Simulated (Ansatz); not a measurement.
# Tantalum, bcc under LDA: testing the k-point mesh

A convergence test of the k-point mesh. The geometry was relaxed under LDA beforehand and stays fixed; 7 values are run, from 2×2×2 to 20×20×20. Wanted are the values from which on the energy stays within 10 and 1 meV/atom, and the pressure within 0.5 GPa, of the last run. Within the series other settings stay, but some runs also write fields, which adds to their time. Spin polarisation is left out.

Method: DFT LDA, plane waves with PAW, scalar-relativistic, in Ansatz 0.2.0.

## (1) The system as given

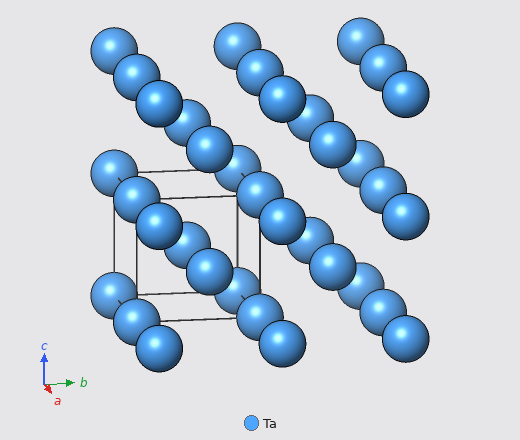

Start, viewed slightly off an axis; tantalum blue. 2×2×2 conventional cells are drawn; the run uses a primitive one. Any atoms on the faces are drawn again on the opposite ones.

Coordinates:

```
CELL_PARAMETERS angstrom
-1.62767 1.62767 1.62767
1.62767 -1.62767 1.62767
1.62767 1.62767 -1.62767
ATOMIC_POSITIONS crystal
Ta 0.00000 0.00000 0.00000
```

## (2) k-mesh 2×2×2

The run at 2×2×2.

input.yaml reads:

```yaml
crystal:
  lattice:
    - [-1.6276710318, 1.6276710318, 1.6276710318]
    - [1.6276710318, -1.6276710318, 1.6276710318]
    - [1.6276710318, 1.6276710318, -1.6276710318]
  atoms:
    - { symbol: Ta, position: [0.0, 0.0, 0.0] }
hamiltonian:
  xc: lda
  pseudopotentials:
    kind: paw
    azcp:
      Ta: "pseudopotentials/Ta.paw.azcp"
basis:
  ecutwfc: 420
  fft_grid_basis: typed
kpoints:
  mp_grid: { grid: [2, 2, 2], shift: [0, 0, 0] }
magnetization:
  spin_polarized: false
scf:
  occupations: { method: fermi_dirac, width: 0.1 }
  lower_state_search: "off"
output:
  stress: true
```

Started as:

```console
> ansatz run input.yaml --threads 2 --pin off --max-ram 5120MiB --backend cpu --events-out ev --progress --plain --runs-dir out
```

What it wrote, cut to the lines that bear on the results:

```text
Warning: <dir> the record states the generating functional pbe (its physics header spells it `PBE`), which answers neither for hamiltonian.xc's functional nor for the lda family's — results may be inconsistent (PPs are generated against a specific XC)
Warning: RAYON_NUM_THREADS=2 ignored (pool sized by the plan → 2); use --threads N
[...]
Pseudopotentials: kind: paw
Pseudopotential: Ta, paw, valence charge 13, recommended cutoff 420 eV (normal), <dir>
Functional definition: SPW92
[...]
Crystal: 1 atoms, lattice volume = 17.249 Å³
Basis set: ecut = 420 eV, 321 PW (Γ)
Bands: 11, of which v1, the nominal top of the filled ones, is band 7 counted from 1 (6 counted from 0)
Symmetry: 48 space group operations
Space group: Im-3m (ITA 229), of the structure as read, at distance tolerance 2.6e-5 Å
k-points: 3 of 8
[...]
SCF iter   1: F=—  HF=-9683.675259 eV  |F-HF|=—  |Δ(HF+E_count)|=         —  Δρ=4.69e-2  dr2=2.11e-1  ethr=1.77e-3  ⟨swp⟩=5.0  Hψ=184  notcnv=0
[...]
SCF iter   6: F=-9683.604113 eV  HF=-9683.604113 eV  |F-HF|=1.71e-10  |Δ(HF+E_count)|=   5.43e-8  Δρ=2.39e-6  dr2=3.70e-10  ethr=7.69e-10  ⟨swp⟩=4.0  Hψ=97  notcnv=0
[...]
SCF converged after 6 iterations
Free energy (F): -9683.604113 eV
[...]
E sigma→0 (E₀):  -9683.556337 eV
Entropy (-TS):   -0.095553 eV (-95.553 meV/atom)
Fermi energy:    21.060031 eV
[...]
--- Stress (GPa, compression-positive) ---
      -28.880230      -0.000000      -0.000000
       -0.000000     -28.880230       0.000000
        0.000000       0.000000     -28.880230
  P = ⅓ Tr σ = -28.8802 GPa (-288.802 kbar)
```

Wall time 0.31 s (2 threads of Arm Neoverse V1, shared host); peak memory 0.24 GiB.

## (3) k-mesh 4×4×4

The run at 4×4×4.

input.yaml: that of step 2 with these lines changed.

```diff
@@ -17,3 +17,3 @@
 kpoints:
-  mp_grid: { grid: [2, 2, 2], shift: [0, 0, 0] }
+  mp_grid: { grid: [4, 4, 4], shift: [0, 0, 0] }
 magnetization:
```

Started as:

```console
> ansatz run input.yaml --threads 2 --pin off --max-ram 5120MiB --backend cpu --events-out ev --progress --plain --runs-dir out
```

What it wrote, cut to the lines that bear on the results:

```text
Warning: <dir> the record states the generating functional pbe (its physics header spells it `PBE`), which answers neither for hamiltonian.xc's functional nor for the lda family's — results may be inconsistent (PPs are generated against a specific XC)
Warning: RAYON_NUM_THREADS=2 ignored (pool sized by the plan → 2); use --threads N
[...]
[... 3 set-up lines as earlier in the session ...]
[...]
Crystal: 1 atoms, lattice volume = 17.249 Å³
Basis set: ecut = 420 eV, 321 PW (Γ)
Bands: 11, of which v1, the nominal top of the filled ones, is band 7 counted from 1 (6 counted from 0)
[... 2 set-up lines as earlier in the session ...]
k-points: 8 of 64
[...]
SCF iter   1: F=—  HF=-9682.714145 eV  |F-HF|=—  |Δ(HF+E_count)|=         —  Δρ=4.32e-3  dr2=1.48e-3  ethr=1.77e-3  ⟨swp⟩=5.1  Hψ=498  notcnv=0
[...]
SCF iter   6: F=-9682.713661 eV  HF=-9682.713661 eV  |F-HF|=1.64e-11  |Δ(HF+E_count)|=  3.24e-10  Δρ=7.18e-7  dr2=3.03e-11  ethr=5.69e-12  ⟨swp⟩=1.5  Hψ=241  notcnv=0
[...]
SCF converged after 6 iterations
Free energy (F): -9682.713661 eV
[...]
E sigma→0 (E₀):  -9682.698578 eV
Entropy (-TS):   -0.030166 eV (-30.166 meV/atom)
Fermi energy:    19.129612 eV
[...]
--- Stress (GPa, compression-positive) ---
        1.163952      -0.000000      -0.000000
        0.000000       1.163952      -0.000000
        0.000000       0.000000       1.163952
  P = ⅓ Tr σ = 1.1640 GPa (11.640 kbar)
```

Run time: 0.34 s. Hardware: 2 threads of Arm Neoverse V1, shared host; peak memory 0.24 GiB.

## (4) k-mesh 5×5×5

The run at 5×5×5.

input.yaml: that of step 3 with these lines changed.

```diff
@@ -17,3 +17,3 @@
 kpoints:
-  mp_grid: { grid: [4, 4, 4], shift: [0, 0, 0] }
+  mp_grid: { grid: [5, 5, 5], shift: [0, 0, 0] }
 magnetization:
@@ -25 +25,5 @@
   stress: true
+  write_density: true
+  write_potential: true
+  elf: true
+  volumetric_format: npy
```

Started as:

```console
> ansatz run input.yaml --threads 2 --pin off --max-ram 5120MiB --backend cpu --events-out ev --progress --plain --runs-dir out
```

What it wrote, cut to the lines that bear on the results:

```text
Warning: <dir> the record states the generating functional pbe (its physics header spells it `PBE`), which answers neither for hamiltonian.xc's functional nor for the lda family's — results may be inconsistent (PPs are generated against a specific XC)
Warning: RAYON_NUM_THREADS=2 ignored (pool sized by the plan → 2); use --threads N
[...]
[... 3 set-up lines as earlier in the session ...]
[...]
Crystal: 1 atoms, lattice volume = 17.249 Å³
Basis set: ecut = 420 eV, 321 PW (Γ)
Bands: 11, of which v1, the nominal top of the filled ones, is band 7 counted from 1 (6 counted from 0)
[... 2 set-up lines as earlier in the session ...]
k-points: 10 of 125
[...]
SCF iter   1: F=—  HF=-9682.568067 eV  |F-HF|=—  |Δ(HF+E_count)|=         —  Δρ=7.39e-3  dr2=7.31e-3  ethr=1.77e-3  ⟨swp⟩=5.1  Hψ=621  notcnv=0
[...]
SCF iter   6: F=-9682.565419 eV  HF=-9682.565419 eV  |F-HF|=4.37e-11  |Δ(HF+E_count)|=   4.60e-9  Δρ=8.44e-7  dr2=6.94e-11  ethr=8.25e-11  ⟨swp⟩=5.2  Hψ=551  notcnv=0
[...]
SCF converged after 6 iterations
Free energy (F): -9682.565419 eV
[...]
E sigma→0 (E₀):  -9682.531016 eV
Entropy (-TS):   -0.068807 eV (-68.807 meV/atom)
Fermi energy:    19.408147 eV
[...]
--- Stress (GPa, compression-positive) ---
       -0.112211       0.000000       0.000000
        0.000000      -0.112211      -0.000000
        0.000000      -0.000000      -0.112211
  P = ⅓ Tr σ = -0.1122 GPa (-1.122 kbar)
--- Band table (eV; the first three rows and the last of 10) ---
  k-point 0: bands = ["-47.7037", "-13.5804", "-13.5804", "-13.5804", "11.1967", "19.9188", "19.9188", "19.9188", "23.3236", "23.3236", "34.1086"]
[...]
```

It took 0.43 s on 2 threads of Arm Neoverse V1, shared host; peak memory 0.24 GiB.

## (5) k-mesh 7×7×7

The run at 7×7×7.

input.yaml: that of step 4 with these lines changed.

```diff
@@ -17,3 +17,3 @@
 kpoints:
-  mp_grid: { grid: [5, 5, 5], shift: [0, 0, 0] }
+  mp_grid: { grid: [7, 7, 7], shift: [0, 0, 0] }
 magnetization:
```

Started as:

```console
> ansatz run input.yaml --threads 2 --pin off --max-ram 5120MiB --backend cpu --events-out ev --progress --plain --runs-dir out
```

What it wrote, cut to the lines that bear on the results:

```text
Warning: <dir> the record states the generating functional pbe (its physics header spells it `PBE`), which answers neither for hamiltonian.xc's functional nor for the lda family's — results may be inconsistent (PPs are generated against a specific XC)
Warning: RAYON_NUM_THREADS=2 ignored (pool sized by the plan → 2); use --threads N
[...]
[... 3 set-up lines as earlier in the session ...]
[...]
Crystal: 1 atoms, lattice volume = 17.249 Å³
Basis set: ecut = 420 eV, 321 PW (Γ)
Bands: 11, of which v1, the nominal top of the filled ones, is band 7 counted from 1 (6 counted from 0)
[... 2 set-up lines as earlier in the session ...]
k-points: 20 of 343
[...]
SCF iter   1: F=—  HF=-9682.644853 eV  |F-HF|=—  |Δ(HF+E_count)|=         —  Δρ=3.92e-3  dr2=1.32e-3  ethr=1.77e-3  ⟨swp⟩=5.0  Hψ=1240  notcnv=0
[...]
SCF iter   6: F=-9682.644326 eV  HF=-9682.644326 eV  |F-HF|=8.55e-11  |Δ(HF+E_count)|=  9.66e-10  Δρ=7.76e-7  dr2=1.05e-10  ethr=1.54e-11  ⟨swp⟩=4.8  Hψ=1045  notcnv=0
[...]
SCF converged after 6 iterations
Free energy (F): -9682.644326 eV
[...]
E sigma→0 (E₀):  -9682.622969 eV
Entropy (-TS):   -0.042714 eV (-42.714 meV/atom)
Fermi energy:    19.086769 eV
[...]
--- Stress (GPa, compression-positive) ---
        0.948437       0.000000      -0.000000
        0.000000       0.948437       0.000000
        0.000000      -0.000000       0.948437
  P = ⅓ Tr σ = 0.9484 GPa (9.484 kbar)
--- Band table (eV; the first three rows and the last of 20) ---
  k-point 0: bands = ["-47.7714", "-13.6435", "-13.6435", "-13.6435", "11.1970", "19.8799", "19.8799", "19.8799", "23.2982", "23.2982", "34.1127"]
[...]
```

Run time: 0.43 s. Hardware: 2 threads of Arm Neoverse V1, shared host; peak memory 0.24 GiB.

## (6) k-mesh 8×8×8

The run at 8×8×8.

input.yaml: that of step 5 with these lines changed.

```diff
@@ -17,3 +17,3 @@
 kpoints:
-  mp_grid: { grid: [7, 7, 7], shift: [0, 0, 0] }
+  mp_grid: { grid: [8, 8, 8], shift: [0, 0, 0] }
 magnetization:
@@ -25,5 +25 @@
   stress: true
-  write_density: true
-  write_potential: true
-  elf: true
-  volumetric_format: npy
```

Started as:

```console
> ansatz run input.yaml --threads 2 --pin off --max-ram 5120MiB --backend cpu --events-out ev --progress --plain --runs-dir out
```

What it wrote, cut to the lines that bear on the results:

```text
Warning: <dir> the record states the generating functional pbe (its physics header spells it `PBE`), which answers neither for hamiltonian.xc's functional nor for the lda family's — results may be inconsistent (PPs are generated against a specific XC)
Warning: RAYON_NUM_THREADS=2 ignored (pool sized by the plan → 2); use --threads N
[...]
[... 3 set-up lines as earlier in the session ...]
[...]
Crystal: 1 atoms, lattice volume = 17.249 Å³
Basis set: ecut = 420 eV, 321 PW (Γ)
Bands: 11, of which v1, the nominal top of the filled ones, is band 7 counted from 1 (6 counted from 0)
[... 2 set-up lines as earlier in the session ...]
k-points: 29 of 512
[...]
SCF iter   1: F=—  HF=-9682.663026 eV  |F-HF|=—  |Δ(HF+E_count)|=         —  Δρ=5.81e-3  dr2=4.39e-3  ethr=1.77e-3  ⟨swp⟩=5.2  Hψ=1820  notcnv=0
[...]
SCF iter   6: F=-9682.661373 eV  HF=-9682.661373 eV  |F-HF|=5.46e-11  |Δ(HF+E_count)|=   2.08e-9  Δρ=6.18e-7  dr2=6.66e-11  ethr=3.29e-11  ⟨swp⟩=2.0  Hψ=1033  notcnv=0
[...]
SCF converged after 6 iterations
Free energy (F): -9682.661373 eV
[...]
E sigma→0 (E₀):  -9682.646155 eV
Entropy (-TS):   -0.030436 eV (-30.436 meV/atom)
Fermi energy:    19.214022 eV
[...]
--- Stress (GPa, compression-positive) ---
       -1.592063       0.000000      -0.000000
        0.000000      -1.592063       0.000000
       -0.000000       0.000000      -1.592063
  P = ⅓ Tr σ = -1.5921 GPa (-15.921 kbar)
```

It took 0.4 s on 2 threads of Arm Neoverse V1, shared host; peak memory 0.24 GiB.

## (7) k-mesh 11×11×11

The run at 11×11×11.

input.yaml: that of step 6 with these lines changed.

```diff
@@ -17,3 +17,3 @@
 kpoints:
-  mp_grid: { grid: [8, 8, 8], shift: [0, 0, 0] }
+  mp_grid: { grid: [11, 11, 11], shift: [0, 0, 0] }
 magnetization:
```

Started as:

```console
> ansatz run input.yaml --threads 2 --pin off --max-ram 5120MiB --backend cpu --events-out ev --progress --plain --runs-dir out
```

What it wrote, cut to the lines that bear on the results:

```text
Warning: <dir> the record states the generating functional pbe (its physics header spells it `PBE`), which answers neither for hamiltonian.xc's functional nor for the lda family's — results may be inconsistent (PPs are generated against a specific XC)
Warning: RAYON_NUM_THREADS=2 ignored (pool sized by the plan → 2); use --threads N
[...]
[... 3 set-up lines as earlier in the session ...]
[...]
Crystal: 1 atoms, lattice volume = 17.249 Å³
Basis set: ecut = 420 eV, 321 PW (Γ)
Bands: 11, of which v1, the nominal top of the filled ones, is band 7 counted from 1 (6 counted from 0)
[... 2 set-up lines as earlier in the session ...]
k-points: 56 of 1331
[...]
SCF iter   1: F=—  HF=-9682.636009 eV  |F-HF|=—  |Δ(HF+E_count)|=         —  Δρ=5.12e-3  dr2=3.29e-3  ethr=1.77e-3  ⟨swp⟩=5.2  Hψ=3467  notcnv=0
[...]
SCF iter   6: F=-9682.634787 eV  HF=-9682.634787 eV  |F-HF|=2.35e-10  |Δ(HF+E_count)|=   3.34e-9  Δρ=1.21e-6  dr2=2.76e-10  ethr=5.29e-11  ⟨swp⟩=1.9  Hψ=1997  notcnv=0
[...]
SCF converged after 6 iterations
Free energy (F): -9682.634787 eV
[...]
E sigma→0 (E₀):  -9682.615698 eV
Entropy (-TS):   -0.038180 eV (-38.180 meV/atom)
Fermi energy:    19.230521 eV
[...]
--- Stress (GPa, compression-positive) ---
       -0.372836       0.000000      -0.000000
       -0.000000      -0.372836      -0.000000
       -0.000000       0.000000      -0.372836
  P = ⅓ Tr σ = -0.3728 GPa (-3.728 kbar)
```

It took 0.53 s on 2 threads of Arm Neoverse V1, shared host; peak memory 0.25 GiB.

## (8) k-mesh 20×20×20

The run at 20×20×20.

input.yaml: that of step 7 with these lines changed.

```diff
@@ -17,3 +17,3 @@
 kpoints:
-  mp_grid: { grid: [11, 11, 11], shift: [0, 0, 0] }
+  mp_grid: { grid: [20, 20, 20], shift: [0, 0, 0] }
 magnetization:
@@ -25 +25,5 @@
   stress: true
+  write_density: true
+  write_potential: true
+  elf: true
+  volumetric_format: npy
```

Started as:

```console
> ansatz run input.yaml --threads 2 --pin off --max-ram 5120MiB --backend cpu --events-out ev --progress --plain --runs-dir out
```

What it wrote, cut to the lines that bear on the results:

```text
Warning: <dir> the record states the generating functional pbe (its physics header spells it `PBE`), which answers neither for hamiltonian.xc's functional nor for the lda family's — results may be inconsistent (PPs are generated against a specific XC)
Warning: RAYON_NUM_THREADS=2 ignored (pool sized by the plan → 2); use --threads N
[...]
[... 3 set-up lines as earlier in the session ...]
[...]
Crystal: 1 atoms, lattice volume = 17.249 Å³
Basis set: ecut = 420 eV, 321 PW (Γ)
Bands: 11, of which v1, the nominal top of the filled ones, is band 7 counted from 1 (6 counted from 0)
[... 2 set-up lines as earlier in the session ...]
k-points: 256 of 8000
[...]
SCF iter   1: F=—  HF=-9682.632500 eV  |F-HF|=—  |Δ(HF+E_count)|=         —  Δρ=5.00e-3  dr2=3.17e-3  ethr=1.77e-3  ⟨swp⟩=5.2  Hψ=15957  notcnv=0
[...]
SCF iter   6: F=-9682.631288 eV  HF=-9682.631288 eV  |F-HF|=1.91e-10  |Δ(HF+E_count)|=   2.95e-9  Δρ=1.11e-6  dr2=2.29e-10  ethr=4.60e-11  ⟨swp⟩=5.1  Hψ=14078  notcnv=0
[...]
SCF converged after 6 iterations
Free energy (F): -9682.631288 eV
[...]
E sigma→0 (E₀):  -9682.610218 eV
Entropy (-TS):   -0.042141 eV (-42.141 meV/atom)
Fermi energy:    19.228337 eV
[...]
--- Stress (GPa, compression-positive) ---
       -0.149941       0.000000       0.000000
        0.000000      -0.149941       0.000000
       -0.000000       0.000000      -0.149941
  P = ⅓ Tr σ = -0.1499 GPa (-1.499 kbar)
--- Band table (eV; the first three rows and the last of 256) ---
  k-point 0: bands = ["-47.7377", "-13.6120", "-13.6120", "-13.6120", "11.1965", "19.8994", "19.8994", "19.8994", "23.3108", "23.3108", "34.1100"]
[...]
```

It took 2 s on 2 threads of Arm Neoverse V1, shared host; peak memory 0.32 GiB.

## (9) Convergence table

Energies count from the run at 20×20×20.

| k-mesh | k-points | E(σ → 0) (meV/atom) | P (GPa) | SCF cycles | CPU time |
| --- | --- | --- | --- | --- | --- |
| 2×2×2 | 3 | -946.12 | -28.88 | 6 | 0.39 s |
| 4×4×4 | 8 | -88.36 | 1.16 | 6 | 0.43 s |
| 5×5×5 | 10 | 79.20 | -0.11 | 6 | 0.58 s |
| 7×7×7 | 20 | -12.75 | 0.95 | 6 | 0.63 s |
| 8×8×8 | 29 | -35.94 | -1.59 | 6 | 0.58 s |
| 11×11×11 | 56 | -5.48 | -0.37 | 6 | 0.83 s |
| 20×20×20 | 256 | 0.00 | -0.15 | 6 | 3.6 s |

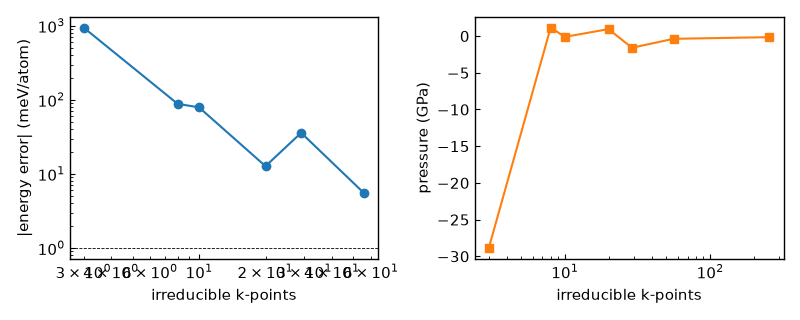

Energy and pressure against the k-point mesh; the dashed line marks 1 meV/atom.

## (10) Results

| quantity | value |
| --- | --- |
| E(σ → 0) stays within 10 meV/atom of 20×20×20 | from 11×11×11 on |
| E(σ → 0) stays within 1 meV/atom | not reached before 20×20×20 |
| pressure stays within 0.5 GPa | from 11×11×11 on |
| pressure at 20×20×20 | -0.15 GPa |
| CPU time, dearest over cheapest | 9.4 |
| energy of a separate run on a finer mesh (22×22×22) | -0.1 meV/atom from 20×20×20 |

In words: The far end, 2×2×2, lies -946.1 meV/atom and -28.7 GPa from the yardstick. The error changes sign along the series: k-point sums are not variational. The energy has not settled to 1 meV/atom before the last mesh. Metals converge slowly, as the Fermi surface must be resolved. A run on a finer mesh agrees with the yardstick to 1 meV/atom. The cell taken over is 5 % smaller than the measured one (18.06 Å³/atom, COD).
